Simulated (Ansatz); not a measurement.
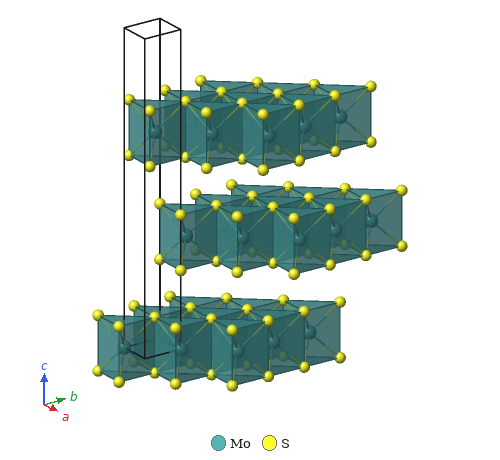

Polyhedra are drawn about Mo (bonds: Mo–S below 2.7 Å); other atoms are plain spheres.

MoS2 (space group R3m, No. 160). Coordinates: the geometry relaxed with DFT PBE+D3(BJ), scalar-relativistic, plane waves, PAW in Ansatz.

Question: What figure surrounds each Mo atom, and what does it share with the other drawn polyhedra?

Answer: Mo: MoS6 trigonal prism, sharing edges with six neighbours.

Question: How do these polyhedra hang together as a whole?

Answer: They form layers of edge-sharing trigonal prisms parallel to (001).

Question: How far apart are the centres of linked polyhedra?

Answer: Centre to centre across a shared edge: 3.15 Å.
